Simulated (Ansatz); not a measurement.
**Al (interface cell): density, localisation and related maps**

Input file:

```
crystal:
  lattice:
    - [2.8577415354, 0.0, 0.0]
    - [-1.4288707677, 4.7390282103, 0.0]
    - [0.0, 0.0, 27.10799187]
  atoms:
    - { symbol: Al, position: [0.0, 0.0, 0.0] }
    - { symbol: Al, position: [0.1818181818, 0.3636363636, 0.1348545209] }
    - { symbol: Al, position: [0.3636363636, 0.7272727273, 0.2697090417] }
    - { symbol: Al, position: [0.4545454545, 0.9090909091, 0.0899030139] }
    - { symbol: Al, position: [0.0909090909, 0.1818181818, 0.3146605487] }
    - { symbol: Al, position: [0.2727272727, 0.5454545455, 0.4495150695] }
    - { symbol: Al, position: [0.6363636364, 0.2727272727, 0.2247575348] }
    - { symbol: Al, position: [0.8181818182, 0.6363636364, 0.3596120556] }
    - { symbol: Al, position: [0.7272727273, 0.4545454545, 0.044951507] }
    - { symbol: Al, position: [0.9090909091, 0.8181818182, 0.1798060278] }
    - { symbol: Al, position: [0.5454545455, 0.0909090909, 0.4045635626] }
    - { symbol: Al, position: [0.1818181818, 0.3636363636, 0.8596120556] }
    - { symbol: Al, position: [0.3636363636, 0.7272727273, 0.7247575348] }
    - { symbol: Al, position: [0.4545454545, 0.9090909091, 0.9045635626] }
    - { symbol: Al, position: [0.0909090909, 0.1818181818, 0.6798060278] }
    - { symbol: Al, position: [0.2727272727, 0.5454545455, 0.544951507] }
    - { symbol: Al, position: [0.6363636364, 0.2727272727, 0.7697090417] }
    - { symbol: Al, position: [0.8181818182, 0.6363636364, 0.6348545209] }
    - { symbol: Al, position: [0.7272727273, 0.4545454545, 0.9495150695] }
    - { symbol: Al, position: [0.9090909091, 0.8181818182, 0.8146605487] }
    - { symbol: Al, position: [0.5454545455, 0.0909090909, 0.5899030139] }
    - { symbol: Al, position: [1.0, 1.0, 0.5] }
basis:
  ecutwfc: 420
kpoints:
  mp_grid: { grid: [12, 12, 2] }
hamiltonian:
  xc: pbe
scf:
  occupations: { method: gaussian, width: 0.1 }
output:
  forces: true
  stress: true
  eigenvalues: true
  populations: true
  write_density: true
  write_potential: true
  elf: true
  volumetric_format: npy
relax:
  adjacent_minimum: "off"
  f_tol: 0.02
  max_steps: 60
  cell: { fix: [a, b, alpha, beta, gamma], stress_tol: 0.1 }
```

Run with:

```sh
ansatz run input.yaml --threads 4 --pin off --max-ram 12288MiB --backend cpu --events-out ev --progress --plain --runs-dir out
```

The fields are those of the relaxed geometry.

Level of theory: DFT PBE, scalar-relativistic, plane waves, PAW (Ansatz).

The density is the valence pseudo-density of a PAW calculation; it isn't the true density close to the nuclei.

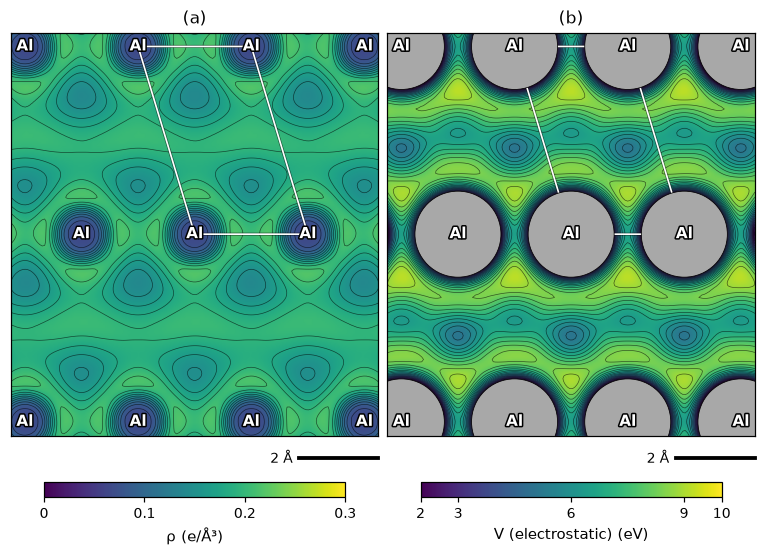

Figure 1. (a) valence charge density (pseudo); (b) electrostatic potential energy of an electron on the (001) plane of the calculation cell. Grey discs cover the atomic cores in the potential map.

> Describe what can be read from this map.

The section cuts through Al sites. Al–Al (2.86 Å): ρ at the midpoint is about 0.2 e/Å³. Between the atoms the lowest density in this plane is 0.14 e/Å³. Outside the cores the potential energy rises away from the atoms and is highest about 1.6 Å from the nearest atoms; its zero is arbitrary.

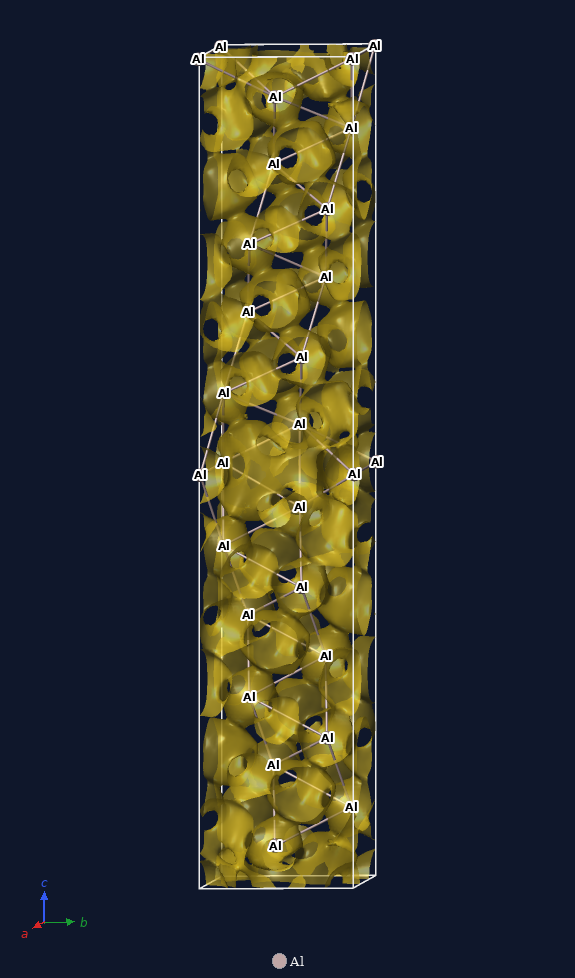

Figure 2. Isosurface of the electron localisation function at 0.55 (yellow), seen slightly off an axis. Core shells and regions of very low density are left out. Sticks mark near contacts.

> What do the ELF domains correspond to?

At this value the surface marks out one network that runs through the whole crystal, counted in one cell of 22 atoms. Regions shared between cells count once. There are no localised bonds or lone pairs at this value.


Al–Al (2.68 Å): the ELF peaks at about 0.80 between the atoms. Al–Al (2.82 Å): the ELF peaks at about 0.65 between the atoms.

> Does the calculation give a band gap?

It is metallic or semimetallic at this level of theory: no gap opens.
